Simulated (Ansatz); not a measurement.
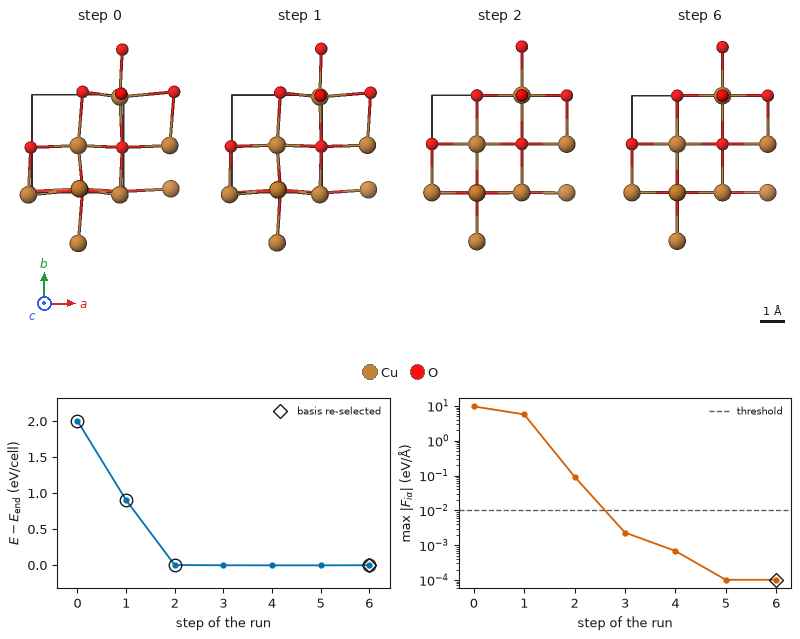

Frames of a relaxation of crystalline CuO (set up in P1), marked on the history of the run. Style: ball-and-stick. Shown: the cell of the calculation, reduced to other axes, along the c axis. Lengths and directions refer to the drawn axes.

The run lets cell and atoms move, from this start: all atoms moved at random, sigma 0.1 A a component.

Level of theory: Ansatz 0.2.0, Kohn-Sham DFT of a periodic cell, r2SCAN, Ansatz PAW.

Input
```yaml
crystal:
  lattice:
    - [4.160937, 0.0, 0.0]
    - [0.0, 4.160937, 0.0]
    - [0.0, 0.0, 3.887643]
  atoms:
    - { symbol: Cu, position: [0.97755288, 0.9881666, 0.96033058] }
    - { symbol: Cu, position: [0.03966959, 0.52611003, 0.51816729] }
    - { symbol: Cu, position: [0.48115974, 0.99341849, 0.50592346] }
    - { symbol: O, position: [0.0110367, 0.50281741, 0.97548] }
    - { symbol: O, position: [0.46135738, 0.9887535, 0.98674171] }
    - { symbol: O, position: [0.02922369, 0.00073396, 0.55335695] }
hamiltonian:
  xc: r2scan
  pseudopotentials: { kind: paw }
kpoints:
  mp_grid: { grid: [7, 7, 7] }
scf:
  occupations: { method: fermi_dirac, width: 0.05 }
output:
  forces: true
  stress: true
  eigenvalues: true
  write_density: true
  write_potential: true
  elf: true
  volumetric_format: npy
relax:
  f_tol: 0.01
  max_steps: 40
  cell: { stress_tol: 0.05 }
```

Launched with:
```bash
ansatz run input.yaml --threads 2 --pin off --max-ram 5632MiB --backend cpu --events-out ev --progress --plain --runs-dir out
```

> What happens along the run?

The largest move relative to the cell is that of an O atom, 0.24 Å along [−2 −1 0]. By element the largest moves are O 0.24 Å, Cu 0.21 Å. The volume changes by −3.0 %, with a 3.888 → 3.847 Å (−1.1 %), b 4.161 → 4.119 Å (−1.0 %), c 4.161 → 4.120 Å (−1.0 %). Near-neighbour distances that change, for instance: Cu–O 2.316 → 1.923 Å, Cu–O 1.598 → 1.923 Å, Cu–O 2.288 → 2.060 Å, Cu–Cu 2.592 → 2.818 Å. Bond angles that change, for instance: Cu–O–Cu 166.6° → 180.0°, O–Cu–O 166.6° → 180.0°, Cu–O–Cu 103.3° → 90.0°. The space group (tolerance 0.01 Å) goes from P1 (No. 1) to P4/mmm (No. 123). After 5 accepted moves (6 points after the start) the energy has fallen by 2.006 eV per cell of the calculation. Largest force component: 9.7 eV/Å at the start, 0.0001 eV/Å at the end. Pressure: 9.94 GPa at the start and −0.01 GPa at the end. At 1 point the geometry stayed and the basis and grid were re-selected for the new cell (energy shift of 1.9 meV per cell of the calculation at most each time). The run took 9.4 min on 2 threads of Arm Neoverse V1, with other jobs on the host, peak memory 0.75 GiB. From step 0 to 1: an O atom moves most (0.07 Å), volume −1.6 %, energy −1.101 eV per cell of the calculation. From step 1 to 2: an O atom moves most (0.18 Å), volume −1.3 %, energy −0.903 eV per cell of the calculation. From step 2 to 6: volume −0.2 %, energy −2.8 meV per cell of the calculation.

```csv
step,"E − E(0), meV/atom","largest force component, eV/Å","pressure, GPa","volume, Å³/atom",note
0,0.00,9.6698,9.94,11.218,
1,-183.48,5.7149,5.17,11.043,
2,-333.91,0.0930,0.69,10.903,
3,-334.52,0.0023,-0.12,10.920,
4,-334.67,0.0007,-0.13,10.894,
5,-334.69,0.0001,0.00,10.880,
6,-334.38,0.0001,-0.01,10.880,"same geometry, new basis"
```

Limits of the set-up: an element that often carries a moment was run without spin polarisation.
